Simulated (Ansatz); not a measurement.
## Ta$_{2}$N: geometry relaxation (part 2 of 2)

Continued. System: Ta$_{2}$N (P-31m, 9 atoms in the cell). Method: DFT PBEsol, scalar-relativistic, plane waves, PAW, no spin polarisation (Ansatz 0.2.0); cutoff 420 eV, 12×12×8 k-mesh, Gaussian smearing of 0.1 eV. The structure derives from a Materials Project entry.

Geometry of the input (Å; fractional positions):
```
5.2966  0.0000  0.0000
-2.6483  4.5870  0.0000
0.0000  0.0000  4.9392
Ta 0.6664  0.6664  0.7536
Ta -0.0000  0.3336  0.7536
Ta 0.3336  0.0000  0.7536
Ta 0.3336  0.3336  0.2464
Ta -0.0000  0.6664  0.2464
Ta 0.6664  0.0000  0.2464
N  0.6667  0.3333  0.5000
N  0.3333  0.6667  0.5000
N  0.0000  0.0000  0.0000
```

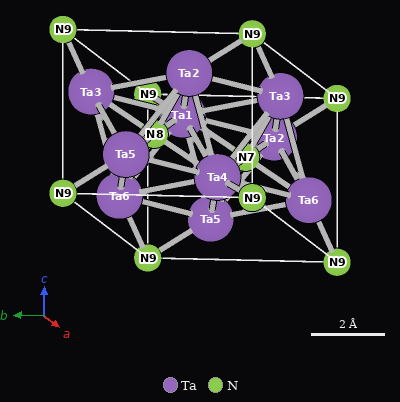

**Figure 1.** The geometry at step 3 of the log (ball-and-stick view of the cell of the calculation, seen at an oblique angle; atoms are numbered from 1 in the order of the input).

Output, continued:
```
SCF iter   1: F=—  HF=-59983.942533 eV  |F-HF|=—  |Δ(HF+E_count)|=         —  Δρ=9.99e-5  dr2=2.39e-5  ethr=2.69e-8  ⟨swp⟩=2.5  Hψ=31269  notcnv=0
preconditioner: auto → Kerker (q_TF=auto, 2.623 Å⁻¹)  [metal: Δε(μ)=0.007 eV  Ē_g=8.018 eV  σ=0.100 eV  W_gap=0.04  n_scr=28 (ndim 8)  ℏωp=22.9 eV  f_vac=0.000  D(μ)=2.69/eV (n_scr^D=20)]
SCF iter   2: F=—  HF=-59983.942551 eV  |F-HF|=—  |Δ(HF+E_count)|=   1.74e-5  Δρ=3.60e-5  dr2=4.69e-6  ethr=2.57e-8  ⟨swp⟩=2.0  Hψ=9265  notcnv=0
SCF iter   3: F=—  HF=-59983.942549 eV  |F-HF|=—  |Δ(HF+E_count)|=   1.83e-6  Δρ=1.59e-5  dr2=1.12e-6  ethr=5.04e-9  ⟨swp⟩=2.2  Hψ=8897  notcnv=0
SCF iter   4: F=—  HF=-59983.942548 eV  |F-HF|=—  |Δ(HF+E_count)|=   3.19e-7  Δρ=4.05e-6  dr2=1.32e-8  ethr=1.20e-9  ⟨swp⟩=2.0  Hψ=9829  notcnv=0
SCF iter   5: F=-59983.942548 eV  HF=-59983.942548 eV  |F-HF|=3.13e-9  |Δ(HF+E_count)|=   1.95e-9  Δρ=1.88e-6  dr2=3.85e-9  ethr=1.03e-11  ⟨swp⟩=4.7  Hψ=23867  notcnv=0
the search or the solves at the SCF's close seem to have found levels that the self-consistency loop had missed (the run counts 1). By its estimate they hold under 1e-12 electrons; where the run keeps them, the occupations were computed again with them
SCF 6 converged in 5 iterations: F = -59983.942548 eV  dr2 = 3.85e-9
  greatest PAW one-centre occupation: 1.000 electrons in one spin orbital (limit 2), on the Ta atom at site 4 (counted from 0), in its partial waves of l = 0
relax step   6: F+E_penalty+E_count = -59983.94254843 eV  Δ(F+E_penalty+E_count) = -1.257e-5 eV  max|allowed force component| = 2.822e-4 eV/Å  Δτ_max = 0.0004 Å  P = -0.000 GPa  Ω = 117.894 Å³  energy of the carried Pulay correction = +3.883e-3 eV  (5 SCF iters, dr2 threshold 9.54e-9 eV, accepted)
Initial wavefunctions: pseudopotential atomic-orbital guess (no wavefunctions were taken with the density)
iter 1 solved again at ethr=5.72e-8 eV; its pass at ethr=3.10e-3 eV (dr2=5.32e-5 eV) is discarded
SCF iter   1: F=—  HF=-59983.939001 eV  |F-HF|=—  |Δ(HF+E_count)|=         —  Δρ=7.48e-5  dr2=1.06e-6  ethr=5.72e-8  ⟨swp⟩=4.0  Hψ=49514  notcnv=0
SCF iter   2: F=—  HF=-59983.939021 eV  |F-HF|=—  |Δ(HF+E_count)|=   2.08e-5  Δρ=3.77e-5  dr2=2.14e-7  ethr=1.14e-9  ⟨swp⟩=2.0  Hψ=10162  notcnv=0
SCF iter   3: F=—  HF=-59983.939022 eV  |F-HF|=—  |Δ(HF+E_count)|=   2.24e-7  Δρ=1.03e-5  dr2=1.56e-8  ethr=2.30e-10  ⟨swp⟩=2.4  Hψ=8910  notcnv=0
SCF iter   4: F=—  HF=-59983.939022 eV  |F-HF|=—  |Δ(HF+E_count)|=   1.70e-8  Δρ=4.74e-7  dr2=1.48e-10  ethr=1.67e-11  ⟨swp⟩=2.0  Hψ=9022  notcnv=0
SCF iter   5: F=-59983.939022 eV  HF=-59983.939022 eV  |F-HF|=5.82e-11  |Δ(HF+E_count)|=  2.91e-11  Δρ=1.34e-7  dr2=2.61e-11  ethr=1.00e-12  ⟨swp⟩=7.5  Hψ=26241  notcnv=0
SCF 7 converged in 5 iterations: F = -59983.939022 eV  dr2 = 2.61e-11
relax step   7: F+E_penalty+E_count = -59983.93902155 eV  Δ(F+E_penalty+E_count) = +3.527e-3 eV  max|allowed force component| = 2.845e-4 eV/Å  Δτ_max = 0.0000 Å  P = -0.049 GPa  Ω = 117.894 Å³  stress off target by 4.93e-2 GPa  SCF on the basis re-selected at this cell (its energy is not comparable with the rows above)  (5 SCF iters)
basis re-selected at this cell: Δ(F+E_penalty+E_count) = +3.527e-3 eV, ΔP = -0.049 GPa vs the last step (what re-selecting the basis moved, of the pressure what is left beyond the Pulay correction that the steps carried, after the strain that the cell walked since its last selection, with what the two solves' SCF thresholds leave and, on support functions, any second-order correction that the steps lacked; it is no measure of the basis error at this ecutwfc). This SCF's stress stands 4.93e-2 GPa from its target on what of the cell is left free (relax.cell.stress_tol is 5.00e-2 GPa) and its largest allowed force component is 2.85e-4 eV/Å (relax.f_tol is 5.00e-3 eV/Å): within both
SCF converged after 5 iterations
Free energy (F): -59983.939022 eV
Harris-Foulkes:  -59983.939022 eV  (|F-HF|=5.82e-11)
Internal energy: -59983.925554 eV  (E = F + TS)
E sigma→0 (E₀):  -59983.932288 eV
Entropy (-TS):   -0.013467 eV (-1.496 meV/atom)
Fermi energy:    20.095091 eV
--- Per-component energies (eV) ---
  E_band       = -480.385464
  E_kinetic    = 2602.646488
  E_local      = -3592.819226  (includes V_loc(G=0)·N_el)
  E_nonlocal   = 239.865782
  E_hartree    = 1240.661421
  E_xc         = -1486.816871
  E_vxc        = -1459.215712  (∫ρ·V_xc dr)
  E_paw        = -50004.940035  (= ΣΔE_a)
  E_vpaw       = -752.186735  (= ΣTr[D̂ρ^β])
  E_aug_tail   = 0.001243  (compensation charges beyond the density's cutoff)
  E_ewald      = -8983.890532
  E_core_change = 1.366175  (= ΣΔE_core)
  E_smearing   = -0.013467  (= −TS)
  E_closure    = 0.000000  (closes the sum)
  Σ components = -59983.939022   (vs F -59983.939022, Δ=0.00e0)
--- Forces (eV/Å), atoms counted from 1 ---
  atom   1  Ta    -0.00000400    -0.00000693    -0.00028452
  atom   2  Ta    -0.00000400     0.00000693    -0.00028452
  atom   3  Ta     0.00000801    -0.00000000    -0.00028452
  atom   4  Ta     0.00000400     0.00000693     0.00028452
  atom   5  Ta     0.00000400    -0.00000693     0.00028452
  atom   6  Ta    -0.00000801     0.00000000     0.00028452
  atom   7  N      0.00000000    -0.00000000     0.00000000
  atom   8  N     -0.00000000     0.00000000     0.00000000
  atom   9  N     -0.00000000     0.00000000     0.00000000
  max |Σ_I F_I| component: 3.47e-18 eV/Å
--- Stress (GPa, compression-positive) ---
       -0.049278      -0.000000      -0.000000
       -0.000000      -0.049278       0.000000
       -0.000000      -0.000000      -0.048585
  P = ⅓ Tr σ = -0.0490 GPa (-0.490 kbar)
--- Band table (eV; the first three rows and the last of 131) ---
  k-point 0: bands = ["-48.2202", "-48.1388", "-48.1239", "-48.1239", "-48.1235", "-48.1235", "-15.5766", "-15.1704", "-14.9925", "-14.9925", "-14.9759", "-14.9759", "-14.9311", "-14.8419", "-14.8073", "-14.7054", "-14.7054", "-14.6852", "-14.6852", "-14.4120", "-14.4120", "-14.3042", "-14.3042", "-14.2561", "2.2390", "3.7040", "4.3496", "11.4048", "12.7894", "12.7894", "13.0519", "13.0519", "13.7192", "13.7192", "13.8340", "14.0455", "14.1493", "16.8843", "17.3957", "17.3957", "18.0802", "18.0802", "18.4494", "19.2433", "19.6075", "19.6075", "19.7208", "19.9659", "19.9659", "20.8029", "20.8029", "21.8574", "21.8574", "23.0737", "23.1260", "23.7118"]
  k-point 1: bands = ["-48.2171", "-48.1419", "-48.1242", "-48.1242", "-48.1232", "-48.1232", "-15.5443", "-15.1577", "-15.0908", "-15.0908", "-14.9147", "-14.9070", "-14.9070", "-14.8621", "-14.8211", "-14.7506", "-14.7506", "-14.6153", "-14.6153", "-14.4036", "-14.4036", "-14.3042", "-14.3042", "-14.2922", "2.3200", "3.7107", "4.2713", "11.4566", "12.3448", "12.3448", "13.4161", "13.4161", "13.6387", "13.7786", "13.7786", "13.8127", "14.6564", "16.9721", "17.4778", "17.4778", "18.0710", "18.0710", "18.3887", "19.1232", "19.3585", "19.3585", "19.6951", "20.1840", "20.1840", "21.0325", "21.0325", "21.7826", "21.7826", "22.6475", "23.1753", "23.6090"]
  k-point 2: bands = ["-48.2084", "-48.1507", "-48.1245", "-48.1245", "-48.1228", "-48.1228", "-15.4530", "-15.1842", "-15.1842", "-15.1214", "-14.9302", "-14.9263", "-14.9263", "-14.8598", "-14.8580", "-14.7140", "-14.7140", "-14.5526", "-14.5526", "-14.3903", "-14.3847", "-14.3847", "-14.3008", "-14.3008", "2.5492", "3.7271", "4.0484", "11.6000", "11.8873", "11.8873", "13.2520", "13.4372", "13.4372", "13.7639", "14.1687", "14.1687", "15.3474", "17.2076", "17.6497", "17.6497", "18.0961", "18.0961", "18.2529", "18.8026", "19.0256", "19.0256", "19.4789", "20.5022", "20.5022", "21.5169", "21.5169", "21.7498", "21.7498", "21.8813", "23.1731", "23.1731"]
  k-point 130: bands = ["-48.1641", "-48.1641", "-48.1639", "-48.1212", "-48.1204", "-48.1204", "-15.3060", "-15.3060", "-15.2334", "-15.0141", "-14.9185", "-14.9185", "-14.8973", "-14.8973", "-14.8630", "-14.6688", "-14.6046", "-14.6046", "-14.5501", "-14.5501", "-14.4680", "-14.3473", "-14.2999", "-14.2999", "3.4346", "3.4346", "3.4814", "11.5679", "11.8175", "11.8175", "13.3212", "13.3212", "13.8674", "14.0647", "14.2754", "14.2754", "15.8812", "16.2417", "16.2417", "16.6205", "17.1535", "17.1535", "18.2510", "18.2510", "18.5796", "20.1597", "20.1597", "20.8251", "21.8212", "22.2476", "22.2476", "22.6842", "22.6842", "22.7572", "23.5593", "23.5593"]
--- Relaxed structure (6 steps of the walk, 6 accepted, 1 SCFs on fresh bases) ---
  F+E_penalty+E_count = -59983.93902155 eV   max|allowed force component| = 2.845e-4 eV/Å   (the final SCF, on the basis selected at the relaxed cell)
  cell:  # Å, volume = 117.8936 Å³
    - [5.2640975653566455, -5.859688744359591e-34, 2.9987818868193203e-33]
    - [-2.6320487826783228, 4.558842219598669, -2.9322302782478186e-33]
    - [7.3928800088641045e-34, -1.1892893927303127e-33, 4.91260243569399]
  atoms:
    - { symbol: Ta, position: [0.6668041034099299, 0.6668041034099299, 0.7527922838056328] }
    - { symbol: Ta, position: [-7.529420700425408e-36, 0.33319589659007004, 0.7527922838056328] }
    - { symbol: Ta, position: [0.3331958965900701, -5.252574768611611e-21, 0.7527922838056328] }
    - { symbol: Ta, position: [0.33319589659007004, 0.33319589659007004, 0.2472077161943671] }
    - { symbol: Ta, position: [-5.551115123125783e-17, 0.6668041034099299, 0.2472077161943671] }
    - { symbol: Ta, position: [0.66680410340993, -5.252574768611275e-21, 0.2472077161943671] }
    - { symbol: N, position: [0.6666666666666665, 0.33333333333333326, 0.5] }
    - { symbol: N, position: [0.33333333333333326, 0.6666666666666665, 0.5] }
    - { symbol: N, position: [-2.0821740123884004e-20, -5.252574768611304e-21, 2.926805956512904e-20] }
```

Trajectory as extended XYZ (Å, eV, eV/Å), 7 frames, from step=1 to step=7:
```
9
Lattice="5.2966 0.0000 0.0000 -2.6483 4.5870 0.0000 0.0000 0.0000 4.9392" Properties=species:S:1:pos:R:3:forces:R:3 step=1 energy=-59983.90143 pressure_GPa=-5.29
Ta    1.7647    3.0566    3.7223    0.0141   0.0245  -0.1345
Ta   -0.8836    1.5304    3.7223    0.0141  -0.0245  -0.1345
Ta    1.7671    0.0000    3.7223   -0.0282   0.0000  -0.1345
Ta    0.8836    1.5304    1.2169   -0.0141  -0.0245   0.1345
Ta   -1.7647    3.0566    1.2169   -0.0141   0.0245   0.1345
Ta    3.5294    0.0000    1.2169    0.0282   0.0000   0.1345
N     2.6483    1.5290    2.4696    0.0000   0.0000   0.0000
N     0.0000    3.0580    2.4696    0.0000   0.0000   0.0000
N     0.0000    0.0000    0.0000    0.0000   0.0000   0.0000
9
Lattice="5.2346 0.0000 0.0000 -2.6173 4.5333 0.0000 0.0000 0.0000 4.8894" Properties=species:S:1:pos:R:3:forces:R:3 step=2 energy=-59983.91679 pressure_GPa=5.03
Ta    1.7449    3.0222    3.6832   -0.0092  -0.0160  -0.0513
Ta   -0.8724    1.5111    3.6832   -0.0092   0.0160  -0.0513
Ta    1.7449    0.0000    3.6832    0.0184   0.0000  -0.0513
Ta    0.8724    1.5111    1.2062    0.0092   0.0160   0.0513
Ta   -1.7449    3.0222    1.2062    0.0092  -0.0160   0.0513
Ta    3.4897    0.0000    1.2062   -0.0184   0.0000   0.0513
N     2.6173    1.5111    2.4447    0.0000   0.0000   0.0000
N     0.0000    3.0222    2.4447    0.0000   0.0000   0.0000
N     0.0000    0.0000    0.0000    0.0000   0.0000   0.0000
9
Lattice="5.2642 0.0000 0.0000 -2.6321 4.5590 0.0000 0.0000 0.0000 4.9165" Properties=species:S:1:pos:R:3:forces:R:3 step=3 energy=-59983.94071 pressure_GPa=-0.18
Ta    1.7569    3.0430    3.6973   -0.0266  -0.0460   0.0860
Ta   -0.8752    1.5160    3.6973   -0.0266   0.0460   0.0860
Ta    1.7505    0.0000    3.6973    0.0532   0.0000   0.0860
Ta    0.8752    1.5160    1.2191    0.0266   0.0460  -0.0860
Ta   -1.7569    3.0430    1.2191    0.0266  -0.0460  -0.0860
Ta    3.5137    0.0000    1.2191   -0.0532   0.0000  -0.0860
N     2.6321    1.5197    2.4582    0.0000   0.0000   0.0000
N     0.0000    3.0393    2.4582    0.0000   0.0000   0.0000
N     0.0000    0.0000    0.0000    0.0000   0.0000   0.0000
9
Lattice="5.2664 0.0000 0.0000 -2.6332 4.5608 0.0000 0.0000 0.0000 4.9098" Properties=species:S:1:pos:R:3:forces:R:3 step=4 energy=-59983.94234 pressure_GPa=-0.10
Ta    1.7556    3.0408    3.6969    0.0019   0.0034  -0.0245
Ta   -0.8776    1.5200    3.6969    0.0019  -0.0034  -0.0245
Ta    1.7551    0.0000    3.6969   -0.0039   0.0000  -0.0245
Ta    0.8776    1.5200    1.2129   -0.0019  -0.0034   0.0245
Ta   -1.7556    3.0408    1.2129   -0.0019   0.0034   0.0245
Ta    3.5112    0.0000    1.2129    0.0039   0.0000   0.0245
N     2.6332    1.5203    2.4549    0.0000   0.0000   0.0000
N     0.0000    3.0405    2.4549    0.0000   0.0000   0.0000
N     0.0000    0.0000    0.0000    0.0000   0.0000   0.0000
9
Lattice="5.2643 0.0000 0.0000 -2.6322 4.5590 0.0000 0.0000 0.0000 4.9120" Properties=species:S:1:pos:R:3:forces:R:3 step=5 energy=-59983.94254 pressure_GPa=0.01
Ta    1.7550    3.0398    3.6974    0.0049   0.0085   0.0124
Ta   -0.8771    1.5193    3.6974    0.0049  -0.0085   0.0124
Ta    1.7543    0.0000    3.6974   -0.0098   0.0000   0.0124
Ta    0.8771    1.5193    1.2146   -0.0049  -0.0085  -0.0124
Ta   -1.7550    3.0398    1.2146   -0.0049   0.0085  -0.0124
Ta    3.5100    0.0000    1.2146    0.0098   0.0000  -0.0124
N     2.6322    1.5197    2.4560    0.0000   0.0000   0.0000
N     0.0000    3.0394    2.4560    0.0000   0.0000   0.0000
N     0.0000    0.0000    0.0000    0.0000   0.0000   0.0000
9
Lattice="5.2641 0.0000 0.0000 -2.6320 4.5588 0.0000 0.0000 0.0000 4.9126" Properties=species:S:1:pos:R:3:forces:R:3 step=6 energy=-59983.94255 pressure_GPa=-0.00
Ta    1.7551    3.0399    3.6982    0.0000   0.0000  -0.0003
Ta   -0.8770    1.5190    3.6982    0.0000   0.0000  -0.0003
Ta    1.7540    0.0000    3.6982    0.0000   0.0000  -0.0003
Ta    0.8770    1.5190    1.2144    0.0000   0.0000   0.0003
Ta   -1.7551    3.0399    1.2144    0.0000   0.0000   0.0003
Ta    3.5101    0.0000    1.2144    0.0000   0.0000   0.0003
N     2.6320    1.5196    2.4563    0.0000   0.0000   0.0000
N     0.0000    3.0392    2.4563    0.0000   0.0000   0.0000
N     0.0000    0.0000    0.0000    0.0000   0.0000   0.0000
9
Lattice="5.2641 0.0000 0.0000 -2.6320 4.5588 0.0000 0.0000 0.0000 4.9126" Properties=species:S:1:pos:R:3:forces:R:3 step=7 energy=-59983.93902 pressure_GPa=-0.05
Ta    1.7551    3.0399    3.6982    0.0000   0.0000  -0.0003
Ta   -0.8770    1.5190    3.6982    0.0000   0.0000  -0.0003
Ta    1.7540    0.0000    3.6982    0.0000   0.0000  -0.0003
Ta    0.8770    1.5190    1.2144    0.0000   0.0000   0.0003
Ta   -1.7551    3.0399    1.2144    0.0000   0.0000   0.0003
Ta    3.5101    0.0000    1.2144    0.0000   0.0000   0.0003
N     2.6320    1.5196    2.4563    0.0000   0.0000   0.0000
N     0.0000    3.0392    2.4563    0.0000   0.0000   0.0000
N     0.0000    0.0000    0.0000    0.0000   0.0000   0.0000
```

Key numbers:

| quantity | value |
| --- | --- |
| outcome | converged |
| space group (tolerance 0.01 Å) | P-31m (162) |
| electrons treated | 93 |
| free energy | −59983.9390 eV |
| Fermi energy | 20.095 eV |
| gap on the k-point mesh | none (metallic) |
| pressure | −0.05 GPa |
| final volume | 117.89 Å³ |
| largest force (length of the vector) at the end | under 0.001 eV/Å |
| final cell | a = 5.264 Å, b = 5.264 Å, c = 4.913 Å, α = 90.00°, β = 90.00°, γ = 120.00° |
| hardware | 4 threads of Intel Xeon (Granite Rapids), 32 GiB of memory available, shared host |
| wall time | 46 s (CPU time 3 min) |
| peak memory | 0.96 GiB |

Remarks:

Spin–orbit coupling is left out, which matters for Ta. The cell holds an odd number of electrons but the run has no spin polarisation, so a band is left half filled.
